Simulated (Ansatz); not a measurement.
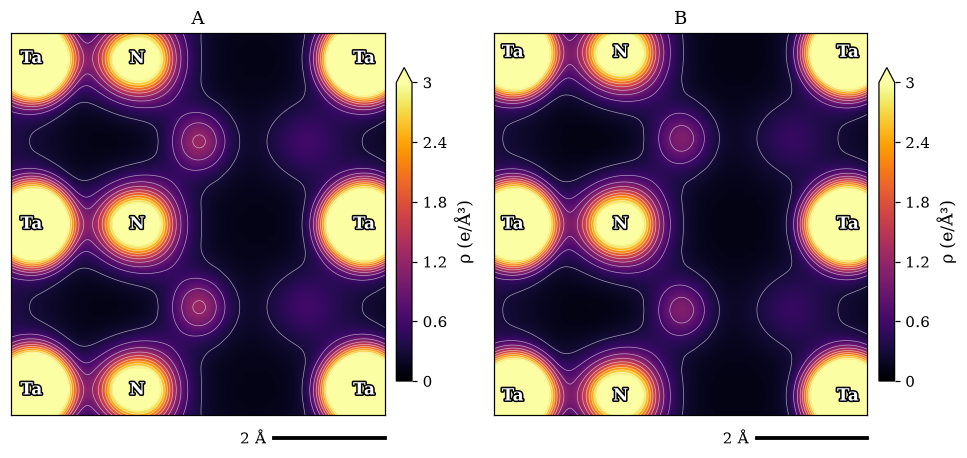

TaN. The valence pseudo-density of two cells that differ in size and shape, on the (11̄0) plane of each (indices in the axes of the calculation cell), at one length scale and on one colour scale: B has 12.7 Å³ an atom and A 11.7.

These are results of Ansatz 0.2.0, Kohn-Sham DFT of a periodic cell, r2SCAN, Ansatz PAW, not measurements.

The density is the valence pseudo-density of a PAW calculation; it isn't the true density close to the nuclei.

The larger cell:

```xyz
4
Lattice="3.1102 0.0000 0.0000 -1.5551 2.6936 0.0000 0.0000 0.0000 6.0677" Properties=species:S:1:pos:R:3 pbc="T T T"
Ta    0.0000    1.7957    0.1907
Ta    1.5551    0.8978    3.2246
N     0.0000    1.7957    2.1454
N     1.5551    0.8978    5.1792
```

The smaller cell: a = 3.001 Å, b = 3.001 Å, c = 6.022 Å, α = 90.00°, β = 90.00°, γ = 120.00°.

**What changes from the larger cell to the smaller?**

From the larger cell to the smaller, Ta–Ta goes from 3.11 to 3.00 Å, and the density at its midpoint from 0.26 to 0.29 e/Å³; Ta–N goes from 1.95 to 1.92 Å, and the density at its midpoint from 1.1 to 1.2 e/Å³; the pressure goes from 5 to 30 GPa.
